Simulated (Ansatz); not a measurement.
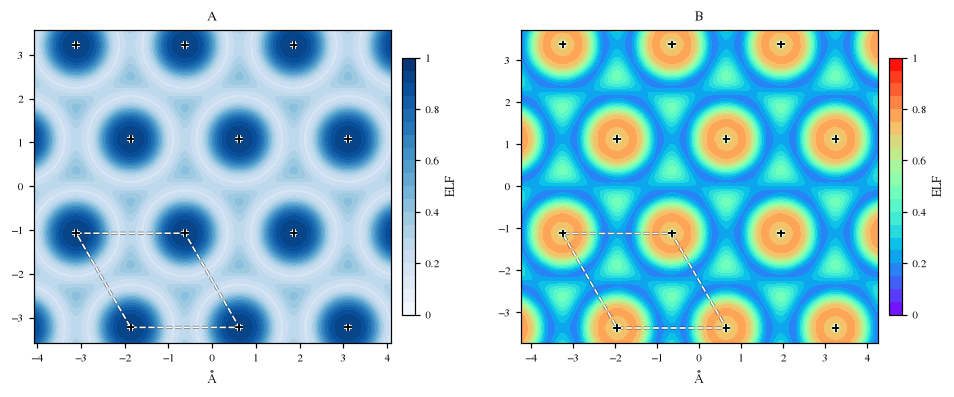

The ELF of 2 systems, each on a plane through atoms (crosses mark nuclei in the plane).

These are results of DFT, BLYP, plane waves (420 eV) with PAW, scalar-relativistic in Ansatz 0.2.0, not measurements.

System 1: Cr, the (001) plane of the conventional cell. Space group P6₃/mmc; set up as Cr, dhcp; a generated structure, not necessarily the stable one; changed on purpose from its base cell (volume × 0.96); computed pressure about 10 GPa in this cell; the program warned that a starting moment wasn't kept; spin-polarised, but the moments vanished.

```cif
data_structure
_symmetry_space_group_name_H-M 'P 1'
_symmetry_Int_Tables_number 1
_cell_length_a 2.4828
_cell_length_b 2.4828
_cell_length_c 8.8468
_cell_angle_alpha 90.000
_cell_angle_beta 90.000
_cell_angle_gamma 120.000
_cell_volume 47.23
loop_
_atom_site_label
_atom_site_type_symbol
_atom_site_fract_x
_atom_site_fract_y
_atom_site_fract_z
_atom_site_occupancy
Cr1 Cr 0.00000 0.00000 0.00000 1
Cr2 Cr 0.00000 0.00000 0.50000 1
Cr3 Cr 0.33333 0.66667 0.25000 1
Cr4 Cr 0.66667 0.33333 0.75000 1
```

System 2: V, the (001) plane of the conventional cell. Space group P6₃/mmc; set up as V, dhcp; a generated structure, not necessarily the stable one; changed on purpose from its base cell (volume × 0.96); computed pressure about 7 GPa in this cell; computed without spin polarisation.

> Which map belongs to which system?

Panel A is system 1, Cr: the plane holds Cr. Cr–Cr (2.48 Å): the ELF is about 0.25 at the midpoint: no shared electron pair shows on this line. Panel B is system 2, V: the plane holds V. V–V (2.60 Å): the ELF is about 0.25 at the midpoint (no shared electron pair shows on this line).
